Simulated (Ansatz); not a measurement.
**Run report: TiO2, single-point calculation (part 2 of 2)**

The same run, continued: TiO2 (P4₂/mnm, 6 atoms in the cell); DFT, HSE06, plane waves, PAW, no spin polarisation (Ansatz 0.2.0); cutoff 420 eV, 4×4×4 k-mesh, fixed occupations. The structure was built on a prototype by a generator. The geometry comes from this level: r2SCAN.

Geometry of the input (Å; fractional positions):
```
4.5969  0.0000  0.0000
0.0000  4.5969  0.0000
0.0000  0.0000  2.9535
Ti 0.0000  0.0000  0.0000
Ti 0.5000  0.5000  0.5000
O  0.3046  0.3046  0.0000
O  0.1954  0.8046  0.5000
O  0.8046  0.1954  0.5000
O  0.6954  0.6954  0.0000
```

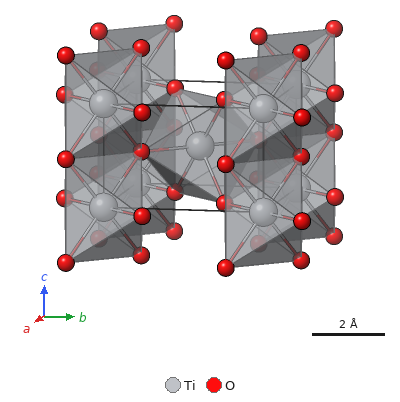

**Figure 1.** The structure as given in the input (polyhedral view of the cell of the calculation, seen slightly off an axis; polyhedra are completed across the faces of the cell).

### Output, continued
```
--- Stress (GPa, compression-positive) ---
       -2.675443       0.000000       0.000000
        0.000000      -2.675443       0.000000
        0.000000       0.000000      -2.921308
  P = ⅓ Tr σ = -2.7574 GPa (-27.574 kbar)
--- Band table (eV; the first three rows and the last of 18) ---
  k-point 0: bands = ["-53.0195", "-53.0014", "-27.6951", "-27.6951", "-27.5151", "-27.5151", "-27.4653", "-27.4210", "-11.7782", "-10.5291", "-9.7168", "-9.7168", "1.8790", "2.3584", "2.8575", "3.9863", "3.9863", "5.3651", "5.3651", "5.9954", "7.4395", "7.7485", "7.7485", "8.1912", "11.5760", "11.8877", "12.1815", "12.2728", "12.2728"]
  k-point 1: bands = ["-52.9955", "-52.9826", "-27.7083", "-27.6798", "-27.6288", "-27.6288", "-27.5058", "-27.5058", "-11.1470", "-10.2076", "-10.0019", "-10.0019", "2.7456", "2.9771", "3.6441", "3.6905", "3.6905", "4.5247", "5.5468", "6.2085", "6.2085", "6.6527", "6.6527", "7.6950", "11.9764", "12.3166", "12.6586", "12.9024", "12.9024"]
  k-point 2: bands = ["-52.9676", "-52.9676", "-27.9355", "-27.9355", "-27.5377", "-27.5377", "-27.5202", "-27.5202", "-10.2840", "-10.2840", "-10.1888", "-10.1888", "3.2623", "3.2623", "4.1970", "4.1970", "4.2009", "4.2009", "5.1702", "5.1702", "5.6911", "5.6911", "6.5928", "6.5928", "12.7517", "12.7517", "13.1053", "13.1053", "13.5255"]
  k-point 17: bands = ["-52.9675", "-52.9675", "-27.9348", "-27.9348", "-27.5402", "-27.5402", "-27.5210", "-27.5210", "-10.3808", "-10.3808", "-10.0676", "-10.0676", "3.0539", "3.0539", "3.1464", "3.1464", "4.3261", "4.3261", "5.2017", "5.2017", "6.8350", "6.8350", "7.4402", "7.4402", "12.3514", "12.3514", "13.0424", "13.0424", "13.1709"]
```

### File bands.tsv
```
# k_distance	band_0	band_1	band_2	band_3	band_4	band_5	band_6	band_7	band_8	band_9	band_10	band_11	band_12	band_13	band_14	band_15	band_16	band_17	band_18	band_19	band_20	band_21	band_22	band_23	band_24	band_25	band_26	band_27	band_28
# fermi_ev = 8.191154
# lock_threshold_ev = 1e-6
# [0, 0, 0] at k_distance = 0.000000
# [0, 0.5, 0] at k_distance = 0.683422
# [0.5, 0.5, 0] at k_distance = 1.366845
# [0, 0, 0.5] at k_distance = 2.804052
# [0, 0.5, 0.5] at k_distance = 3.487474
# [0.5, 0.5, 0.5] at k_distance = 4.170897
# levels_relative_to = fermi_ev
# free_energy_ev = -7275.812175
# largest_residual_norms_ev = 9.918e-5 9.922e-5 2.328e-4 2.329e-4 2.627e-4 2.629e-4 2.299e-4 2.300e-4 9.167e-4 1.044e-3 5.103e-4 5.103e-4 1.706e-3 1.706e-3 1.587e-3 1.587e-3 1.612e-3 1.651e-3 1.652e-3 1.297e-3 1.127e-3 1.145e-3 1.312e-3 1.312e-3 1.166e-3 1.169e-3 1.632e-3 1.633e-3 1.425e-3
0.000000	-61.210691	-61.192540	-35.886247	-35.886247	-35.706268	-35.706268	-35.656422	-35.612192	-19.969338	-18.720219	-17.907978	-17.907978	-6.312108	-5.832711	-5.333691	-4.204897	-4.204897	-2.826068	-2.826068	-2.195795	-0.751665	-0.442702	-0.442702	0.000000	3.384828	3.696583	3.990331	4.081627	4.081627
0.683422	-61.201583	-61.201583	-35.826230	-35.826230	-35.770197	-35.770197	-35.634252	-35.634252	-19.174397	-19.174397	-18.165030	-18.165030	-5.352663	-5.352663	-4.142224	-4.142224	-3.495288	-3.495288	-3.293337	-3.293337	-1.753778	-1.753778	-0.812351	-0.812351	4.120737	4.120737	4.660787	4.660787	5.258696
1.366845	-61.201542	-61.201542	-35.902521	-35.902521	-35.694200	-35.694200	-35.634309	-35.634309	-19.259339	-19.259339	-18.044918	-18.044918	-6.055348	-6.055348	-4.278895	-4.278895	-3.119003	-3.119003	-2.339696	-2.339696	-1.437487	-1.437487	-1.130314	-1.130314	3.406443	3.406443	4.108868	4.108868	5.539552
2.804052	-61.158757	-61.158757	-36.126692	-36.126692	-35.728874	-35.728874	-35.711343	-35.711343	-18.475153	-18.475153	-18.379928	-18.379928	-4.928829	-4.928829	-3.994187	-3.994187	-3.990221	-3.990221	-3.020941	-3.020941	-2.500102	-2.500102	-1.598350	-1.598350	4.560507	4.560507	4.914187	4.914187	5.334309
3.487474	-61.158737	-61.158737	-36.138543	-36.138543	-35.719156	-35.719156	-35.709041	-35.709041	-18.812066	-18.812066	-18.013118	-18.013118	-5.514953	-5.514953	-4.362670	-4.362670	-3.615217	-3.615217	-2.624751	-2.624751	-2.216357	-2.216357	-1.121095	-1.121095	3.418205	3.418205	4.953314	4.953314	5.609936
4.170897	-61.158674	-61.158674	-36.125992	-36.125992	-35.731385	-35.731385	-35.712188	-35.712188	-18.571956	-18.571956	-18.258722	-18.258722	-5.137269	-5.137269	-5.044770	-5.044770	-3.865077	-3.865077	-2.989490	-2.989489	-1.356166	-1.356166	-0.750946	-0.750946	4.160283	4.160283	4.851258	4.851258	4.979793
```

### File rho_z.tsv
```
# z_ang	rho[e/angstrom^3]
# format = ansatz-planar-average/11
# lattice	4.596853483	0.000000000	0.000000000
# lattice	0.000000000	4.596853483	0.000000000
# lattice	0.000000000	0.000000000	2.953491283
# sites	6
# site	22	0.000000000	0.000000000	0.000000000
# site	22	2.298426741	2.298426741	1.476745642
# site	8	1.400400254	1.400400254	0.000000000
# site	8	0.898026488	3.698826995	1.476745642
# site	8	3.698826995	0.898026488	1.476745642
# site	8	3.196453229	3.196453229	0.000000000
0.000000	1.169261e0
0.147675	1.094365e0
0.295349	8.923147e-1
0.443024	6.405808e-1
0.590698	4.458109e-1
0.738373	3.756201e-1
0.886047	4.458109e-1
1.033722	6.405808e-1
1.181397	8.923147e-1
1.329071	1.094365e0
1.476746	1.169261e0
1.624420	1.094365e0
1.772095	8.923147e-1
1.919769	6.405808e-1
2.067444	4.458109e-1
2.215118	3.756201e-1
2.362793	4.458109e-1
2.510468	6.405808e-1
2.658142	8.923147e-1
2.805817	1.094365e0
```

### File v_z.tsv
```
# z_ang	v_es[eV]	v_tot[eV]
# format = ansatz-planar-average/11
# xc	hse06
# density_cutoff_ev	1680
# datasets	Ti=:simpson_from_first_knot:soft:fock:shift=0	O=:simpson_from_first_knot:soft:fock:shift=0
# lattice	4.596853483	0.000000000	0.000000000
# lattice	0.000000000	4.596853483	0.000000000
# lattice	0.000000000	0.000000000	2.953491283
# sites	6
# site	22	0.000000000	0.000000000	0.000000000
# site	22	2.298426741	2.298426741	1.476745642
# site	8	1.400400254	1.400400254	0.000000000
# site	8	0.898026488	3.698826995	1.476745642
# site	8	3.698826995	0.898026488	1.476745642
# site	8	3.196453229	3.196453229	0.000000000
0.000000	2.130557e0	-7.587719e0
0.147675	2.619791e0	-6.949364e0
0.295349	3.943460e0	-5.387015e0
0.443024	5.716976e0	-3.311275e0
0.590698	7.513472e0	-1.151711e0
0.738373	8.401254e0	-1.135276e-1
0.886047	7.513472e0	-1.151711e0
1.033722	5.716976e0	-3.311275e0
1.181397	3.943460e0	-5.387015e0
1.329071	2.619791e0	-6.949364e0
1.476746	2.130557e0	-7.587719e0
1.624420	2.619791e0	-6.949364e0
1.772095	3.943460e0	-5.387015e0
1.919769	5.716976e0	-3.311275e0
2.067444	7.513472e0	-1.151711e0
2.215118	8.401254e0	-1.135276e-1
2.362793	7.513472e0	-1.151711e0
2.510468	5.716976e0	-3.311275e0
2.658142	3.943460e0	-5.387015e0
2.805817	2.619791e0	-6.949364e0
```

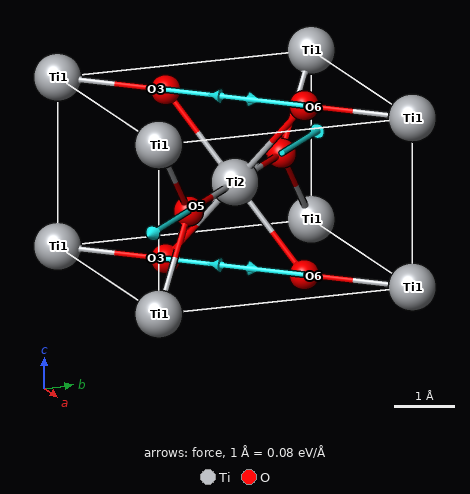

**Figure 2.** Forces on the atoms as teal arrows (ball-and-stick view of the cell of the calculation, seen slightly off an axis; atoms are numbered from 1 in the order of the input). The largest act on all 4 O atoms (0.14 eV/Å). The geometry is not a stationary point of this energy.

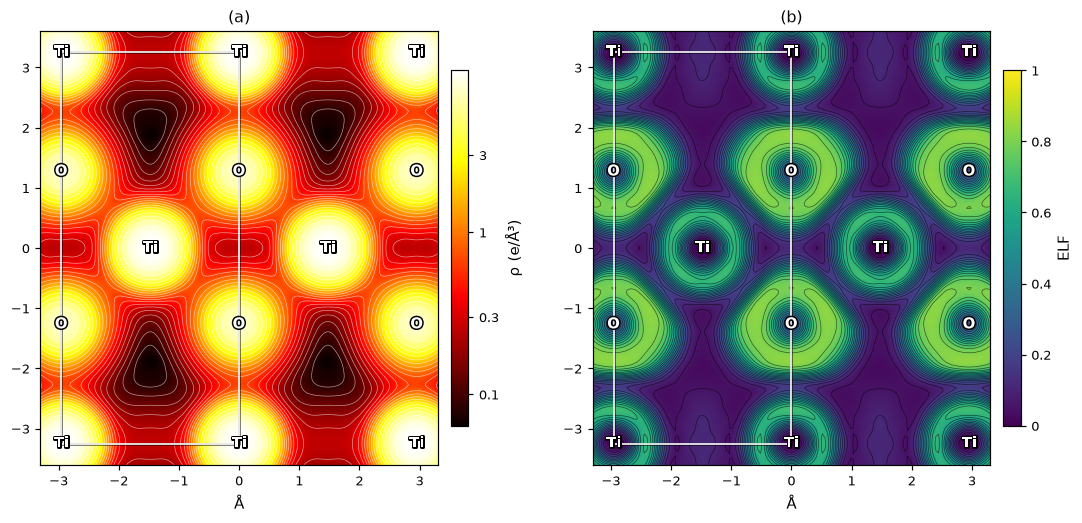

**Figure 3.** (a) valence electron density; (b) electron localisation function on the (11̄0) plane of the conventional cell. Atoms in the plane: Ti and O. Ti–O (1.95 Å): ρ at the midpoint is about 0.74 e/Å³; the ELF is about 0.20 at the midpoint. Away from the nuclei the density in this plane falls to 0.06 e/Å³ at its lowest. The strong features right at Ti lie inside the PAW spheres (semicore, d or f shells) and say nothing about bonding. Core electrons are frozen (PAW), so the fields are smoothed inside the atomic spheres.

### Key numbers

```csv
quantity,value
outcome,converged
space group (tolerance 0.01 Å),P4₂/mnm (136)
electrons treated,48
free energy,−7275.8122 eV
Fermi energy,8.191 eV
gap on the k-point mesh,3.38 eV
pressure,−2.76 GPa
largest force (length of the vector),0.142 eV/Å
wall time,34 s (CPU time 2 min)
peak memory,1.2 GiB
```

### Notes

The program warns: the exchange loop's threshold is looser than advised for the stress; the SCF threshold is looser than advised for the printed stress.
